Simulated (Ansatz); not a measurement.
System: H.

The calculation's input:

```
crystal:
  lattice:
    - [3.7097352756, -3.7097352756, 0.0]
    - [3.7097352756, 3.7097352756, 0.0]
    - [-3.7097352756, 0.0, 4.5711281958]
  atoms:
    - { symbol: H, position: [0.458945536, 0.458945536, 0.917891072] }
    - { symbol: H, position: [0.208945536, 0.708945536, 0.417891072] }
    - { symbol: H, position: [0.958945536, 0.958945536, 0.917891072] }
    - { symbol: H, position: [0.708945536, 0.208945536, 0.417891072] }
    - { symbol: H, position: [0.041054464, 0.041054464, 0.082108928] }
    - { symbol: H, position: [0.791054464, 0.291054464, 0.582108928] }
    - { symbol: H, position: [0.541054464, 0.541054464, 0.082108928] }
    - { symbol: H, position: [0.291054464, 0.791054464, 0.582108928] }
basis:
  ecutwfc: 420
kpoints:
  mp_grid: { grid: [6, 6, 6] }
hamiltonian:
  xc: pbe
scf:
  occupations: { method: gaussian, width: 0.05 }
output:
  forces: true
  stress: true
  eigenvalues: true
  write_density: true
  write_potential: true
  elf: true
  volumetric_format: npy
```

Run with:

```sh
ansatz run input.yaml --threads 1 --pin off --max-ram 2560MiB --backend cpu --events-out ev --progress --plain --runs-dir out
```

Space group I4/mmm; a structure from a database of computed crystals, not necessarily the ambient phase.

Method: DFT PBE, scalar-relativistic, plane waves, PAW (Ansatz 0.2.0).

What will maps of the valence pseudo-density show?

Answer. H–H (0.75 Å): ρ is about 1.8 e/Å³ halfway.

Does the calculation make it a metal, or give it a gap?

Answer. It is gapped, with a Kohn–Sham gap of 9.3 eV on the k-point mesh (the band edges may lie off the mesh, which would make the gap smaller).

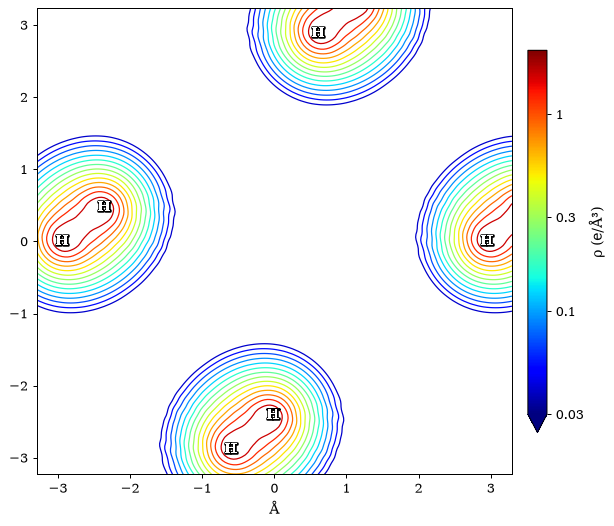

Computed valence pseudo-density on the (11̄0) plane of the calculation cell. 

Core electrons are frozen (PAW), and the valence fields are smoothed inside the atomic spheres.
